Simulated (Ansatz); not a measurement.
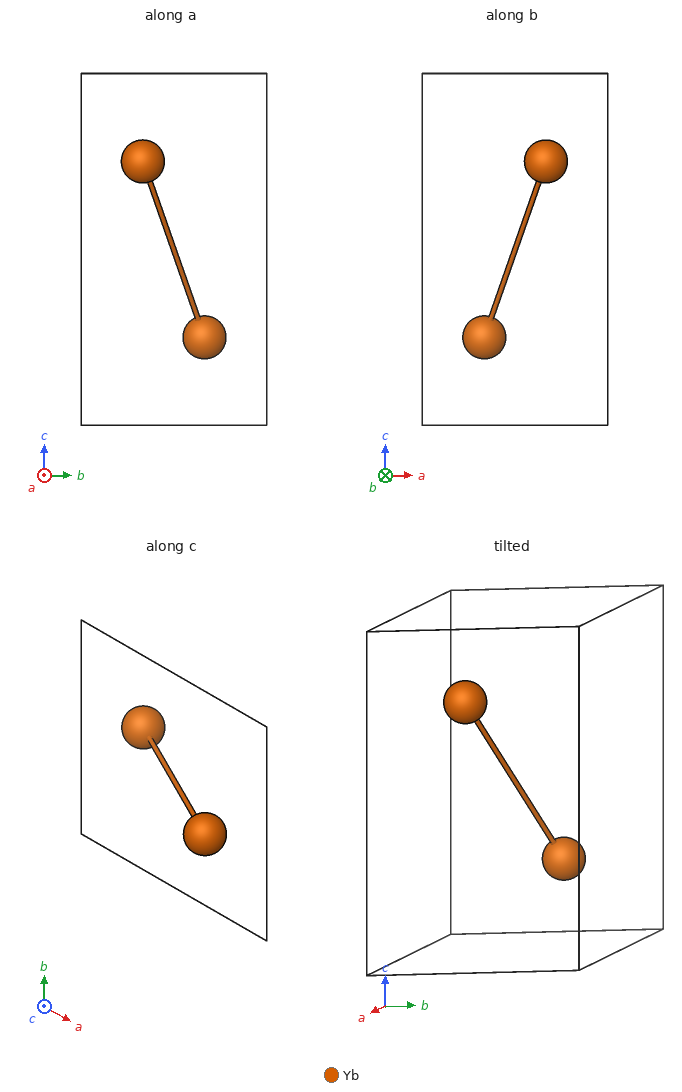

The crystal in a ball-and-stick representation, seen along the a axis, along the b axis, along the c axis and slightly off an axis. The unit cell is outlined; an atom on or near a face, edge or corner is repeated at each equivalent position.

Lattice parameters: a = 3.761 Å, b = 3.761 Å, c = 6.184 Å, α = 90.01°, β = 90.01°, γ = 120.00°. Put a along x and b in the xy plane.

Question: Write down what is shown as a POSCAR file, with free fractional coordinates to two decimals.

Answer:
```
Yb
1.0
     3.761    0.000    0.000
    -1.880    3.257    0.000
    -0.001   -0.001    6.184
Yb
2
Direct
  0.33 0.67 0.25
  0.67 0.33 0.75
```

The cell started as a structure type filled with this element by a generator (whether the element takes this form wasn't checked). The picture shows the end point of a geometry optimisation with Ansatz 0.2.0, DFT, revPBE, plane waves (420 eV) with PAW, scalar-relativistic.
